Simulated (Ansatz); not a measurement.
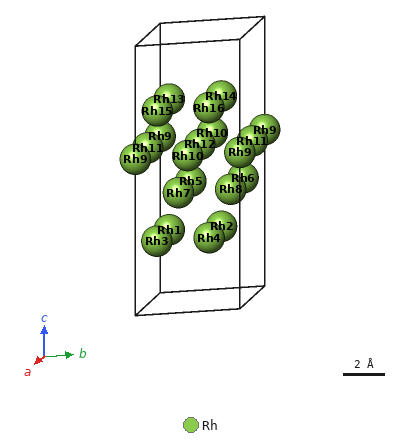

*The structure (spheres-only view of the cell of the calculation, with the vacuum cut short, seen slightly off an axis; atoms are numbered from 1 in the order of the input). An atom can appear more than once, as a periodic image.*

## Rh: single-point calculation (part 1 of 2)

Rh (slab, 16 atoms in the cell), computed with DFT PBE, scalar-relativistic, plane waves, PAW, no spin polarisation (Ansatz 0.2.0).

The structure derives from an entry of the Crystallography Open Database. It belongs to a series of runs on one base structure; here: the slab alone at its places under the adsorbate. Figures and captions count atoms from 1; the log counts them from 0 in places.

The program's output
```
Engine: ansatz 0.2.0, aarch64-unknown-linux-gnu
Pseudopotentials: kind: paw
Pseudopotential: Rh, paw, valence charge 17, recommended cutoff 420 eV (normal), Rh.paw.azcp
Functional definition: PBE
  parameter kappa = 0.804
  parameter beta = 0.06672455060314922
  exchange = pbe_x(kappa = kappa, mu = beta*pi^2/3)
  correlation = pbe_c(beta = beta)
Crystal: 16 atoms, lattice volume = 679.580 Å³
Basis set: ecut = 420 eV, 13189 PW (Γ), exchange–correlation on 72×72×384 points (8 copies of the dense FFT grid, shifted against one another)
Bands: 164, of which v1, the nominal top of the filled ones, is band 136 counted from 1 (135 counted from 0)
Symmetry: 2 space group operations
Space group: Cm (ITA 8), of the structure as read, at distance tolerance 8.8e-5 Å
k-points: 13 of 36 (time reversal used)
Non-local potential: Rh, projectors of the file, l = 0: 3, l = 1: 2, l = 2: 2, l = 3: 1
PAW form: soft (Blöchl's): semilocal exchange-correlation on the pseudo side does not see the compensation charge
PAW one-centre angular grid: Rh, 590 points (default); XC on 64 Gauss nodes
Initial density: superposition of atomic densities (neutral atoms: chi_scale 0, normalization atom), corrected by the library's trained network
Initial wavefunctions: pseudopotential atomic-orbital guess
Functional: x = pbe(κ = 0.804, μ = 0.2195149727645171), c = pbe(β = 0.06672455060314922)
SCF iter   1: F=—  HF=-102439.820976 eV  |F-HF|=—  |Δ(HF+E_count)|=         —  Δρ=4.06e-3  dr2=1.21e-1  ethr=1.77e-3  p=0.001 e·Å  D=2.09e-4 V/Å  ΔV_dip=-0.01 eV  dr2_dipole=7.70e-4  V_vac-E_F(+/−)=4.96/4.96 eV  ⟨swp⟩=8.1  Hψ=9574  notcnv=0  defer=24
efield: sawtooth ramp at fractional position 0.9332 (placed from the atoms, in the widest stretch of the axis that holds none; the zero of the levels goes with the place), width 0.0400; the density the first Hamiltonian is built on has a dipole p = 0.001 e·Å; the dipole correction subtracts the counter field D = 2.09e-4 V/Å, which shifts the + side's vacuum level by -0.01 eV against the − side's; the planar-averaged density in the ramp window peaks in size at 1.0e-6 e/Å³
preconditioner: auto → LDOS  [metal: Δε(μ)=0.019 eV  Ē_g=5.400 eV  σ=0.100 eV  W_gap=0.10  n_scr=128 (ndim 8)  ℏωp=17.1 eV  f_vac=0.625  D(μ)=23.05/eV (n_scr^D=164)  β→1.0]
SCF iter   2: F=—  HF=-102439.832201 eV  |F-HF|=—  |Δ(HF+E_count)|=   1.12e-2  Δρ=1.62e-3  dr2=1.60e-2  ethr=4.45e-5  p=0.001 e·Å  D=1.86e-4 V/Å  ΔV_dip=-0.01 eV  dr2_dipole=8.17e-5  V_vac-E_F(+/−)=5.16/5.16 eV  ⟨swp⟩=2.5  Hψ=4207  notcnv=0  defer=80
SCF iter   3: F=—  HF=-102439.831580 eV  |F-HF|=—  |Δ(HF+E_count)|=   6.21e-4  Δρ=9.79e-4  dr2=1.07e-2  ethr=5.89e-6  p=0.001 e·Å  D=1.49e-4 V/Å  ΔV_dip=-0.00 eV  dr2_dipole=6.38e-6  V_vac-E_F(+/−)=5.14/5.15 eV  ⟨swp⟩=2.5  Hψ=3823  notcnv=0  defer=80
SCF iter   4: F=—  HF=-102439.829176 eV  |F-HF|=—  |Δ(HF+E_count)|=   2.40e-3  Δρ=2.97e-4  dr2=4.07e-4  ethr=3.93e-6  p=0.001 e·Å  D=1.44e-4 V/Å  ΔV_dip=-0.00 eV  dr2_dipole=1.56e-6  V_vac-E_F(+/−)=5.15/5.15 eV  ⟨swp⟩=2.5  Hψ=2905  notcnv=0  defer=80
SCF iter   5: F=—  HF=-102439.829048 eV  |F-HF|=—  |Δ(HF+E_count)|=   1.28e-4  Δρ=7.65e-5  dr2=4.66e-5  ethr=1.50e-7  p=0.001 e·Å  D=1.48e-4 V/Å  ΔV_dip=-0.00 eV  dr2_dipole=9.40e-8  V_vac-E_F(+/−)=5.15/5.15 eV  ⟨swp⟩=2.9  Hψ=4506  notcnv=0  defer=80
SCF iter   6: F=—  HF=-102439.830583 eV  |F-HF|=—  |Δ(HF+E_count)|=   1.53e-3  Δρ=1.99e-5  dr2=2.32e-6  ethr=1.71e-8  p=0.001 e·Å  D=1.42e-4 V/Å  ΔV_dip=-0.00 eV  dr2_dipole=2.65e-8  V_vac-E_F(+/−)=5.15/5.15 eV  ⟨swp⟩=2.1  Hψ=2935  notcnv=0  defer=80
SCF iter   7: F=—  HF=-102439.830585 eV  |F-HF|=—  |Δ(HF+E_count)|=   2.13e-6  Δρ=5.47e-6  dr2=6.18e-7  ethr=8.52e-10  p=0.001 e·Å  D=1.42e-4 V/Å  ΔV_dip=-0.00 eV  dr2_dipole=1.21e-9  V_vac-E_F(+/−)=5.15/5.15 eV  ⟨swp⟩=3.9  Hψ=5121  notcnv=0  defer=80
SCF iter   8: F=-102439.830585 eV  HF=-102439.830585 eV  |F-HF|=1.05e-7  |Δ(HF+E_count)|=   2.41e-7  Δρ=1.78e-6  dr2=2.62e-8  ethr=3.68e-11  p=0.001 e·Å  D=1.41e-4 V/Å  ΔV_dip=-0.00 eV  dr2_dipole=4.13e-11  V_vac-E_F(+/−)=5.15/5.15 eV  ⟨swp⟩=14.6  Hψ=11083  notcnv=0
SCF 1 converged in 8 iterations: F = -102439.830585 eV  dr2 = 2.62e-8
  greatest PAW one-centre occupation: 1.000 electrons in one spin orbital (limit 2), on the Rh atom at site 9 (counted from 0), in its partial waves of l = 0
```

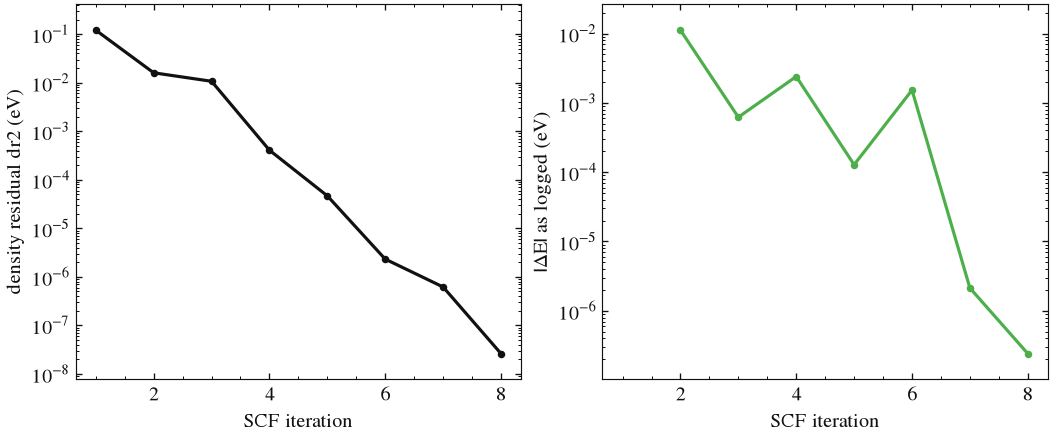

*Convergence of the self-consistent field: density residual dr2 and size of the energy change against the SCF iteration.*

The residual falls at every step.

```
SCF converged after 8 iterations
Free energy (F): -102439.830585 eV
Harris-Foulkes:  -102439.830585 eV  (|F-HF|=1.05e-7)
Internal energy: -102439.710920 eV  (E = F + TS)
E sigma→0 (E₀):  -102439.770752 eV
Entropy (-TS):   -0.119665 eV (-7.479 meV/atom)
Fermi energy:    3.783966 eV
Dipole field:    D = 0.000136 V/Å  (p = 0.000511 e·Å, saw-weighted, corrected)
Work function:   Φ+ = 5.1490 eV   Φ− = 5.1527 eV
Levels:          The Fermi level and band energies are counted from a zero that moves with the ramp; work functions are not
--- Per-component energies (eV) ---
  E_band       = -6363.449220
  E_kinetic    = 9159.233843
  E_local      = -590208.500786  (includes V_loc(G=0)·N_el)
  E_nonlocal   = 5684.579126
  E_hartree    = 288893.169226
  E_xc         = -3539.386685
  E_vxc        = -4441.697792  (∫ρ·V_xc dr)
  E_paw        = -57394.214328  (= ΣΔE_a)
  E_vpaw       = -4343.355484  (= ΣTr[D̂ρ^β])
  E_aug_tail   = 0.013643  (compensation charges beyond the density's cutoff)
  E_efield     = 0.000000  (sawtooth field / dipole correction)
  E_vefield    = 0.000215  (∫n·V_field dr)
  E_ewald      = 244965.395041
  E_smearing   = -0.119665  (= −TS)
  E_closure    = 0.000000  (closes the sum)
  Σ components = -102439.830585   (vs F -102439.830585, Δ=0.00e0)
--- Forces (eV/Å), atoms counted from 1 ---
  atom   1  Rh    -0.00004039     0.00002332     0.05800321
  atom   2  Rh    -0.00163418    -0.00101586     0.07206543
  atom   3  Rh     0.00006267     0.00192318     0.07206543
  atom   4  Rh     0.00168780    -0.00097445     0.07207527
  atom   5  Rh    -0.01391086     0.00803144     0.00881254
  atom   6  Rh     0.00057730    -0.01767732     0.00898189
  atom   7  Rh     0.01559766     0.00833871     0.00898189
  atom   8  Rh     0.00102208    -0.00059010     0.02120988
  atom   9  Rh    -0.05431343    -0.03214942     0.00375047
  atom  10  Rh    -0.00278928     0.00161039    -0.30923622
  atom  11  Rh     0.05290915    -0.03054711     0.00418397
  atom  12  Rh     0.00068550     0.06311151     0.00375047
  atom  13  Rh     0.00015490    -0.00008943    -0.13493894
  atom  14  Rh     0.27455834     0.15880831     0.03787656
  atom  15  Rh    -0.00025286    -0.31717866     0.03787656
  atom  16  Rh    -0.27431459     0.15837560     0.03452989
  max |Σ_I F_I| component: 1.17e-5 eV/Å
--- Band table (eV; the first three rows and the last of 13) ---
  k-point 0: bands = ["-75.1668", "-75.1104", "-75.0791", "-75.0650", "-75.0649", "-75.0557", "-75.0456", "-75.0455", "-74.6156", "-74.6040", "-74.5464", "-74.5461", "-74.5314", "-74.5314", "-74.5265", "-74.5238", "-43.3226", "-43.3226", "-43.3151", "-43.2834", "-43.2834", "-43.2773", "-43.2710", "-43.0485", "-43.0291", "-43.0291", "-42.9624", "-42.9440", "-42.9439", "-42.9213", "-42.8795", "-42.8795", "-42.8764", "-42.7948", "-42.7948", "-42.7899", "-42.7695", "-42.7603", "-42.7602", "-42.7514",
      "-42.7457", "-42.7456", "-42.7241", "-42.7240", "-42.6721", "-42.6721", "-42.3894", "-42.3872", "-42.3870", "-42.3799", "-42.3791", "-42.3790", "-42.3374", "-42.3090", "-42.2937", "-42.2933", "-42.2749", "-42.2749", "-42.2696", "-42.2634", "-42.2546", "-42.2546", "-42.2473", "-42.2473", "-3.6892", "-2.5392", "-2.2486", "-2.2486", "-2.2439", "-2.0631", "-2.0023", "-2.0022", "-1.9978", "-1.8739", "-1.8738", "-1.8679", "-1.8105", "-1.4560", "-1.4509", "-1.4508",
      "-1.1843", "-1.1716", "-1.1716", "-0.7123", "-0.7122", "-0.7101", "0.3017", "0.3293", "0.3296", "0.5054", "0.5179", "0.5181", "0.6289", "0.7228", "0.7229", "0.7839", "0.8353", "0.8355", "0.9525", "0.9535", "0.9536", "1.2770", "1.2771", "1.3872", "1.3873", "1.8104", "1.8105", "1.8172", "1.8243", "2.0601", "2.0604", "2.0682", "2.3773", "2.3776", "2.3952", "2.7461", "2.7468", "3.0499", "3.0503", "3.3260",
      "3.3332", "3.3333", "3.5287", "3.5387", "3.5388", "3.7678", "3.7679", "3.8859", "4.0740", "4.0742", "4.0847", "4.1166", "4.1166", "4.1188", "4.2237", "4.2240", "4.3326", "4.3327", "4.3370", "4.5052", "4.5052", "4.5068", "4.8093", "4.8272", "4.8278", "4.8279", "4.8532", "4.8533", "4.8566", "5.6051", "5.6130", "5.6130", "7.1899", "7.1911", "7.1912", "7.7088", "7.7095", "7.7153", "8.0336", "8.0339",
      "8.0343", "8.7639", "8.8012", "9.4305"]
```
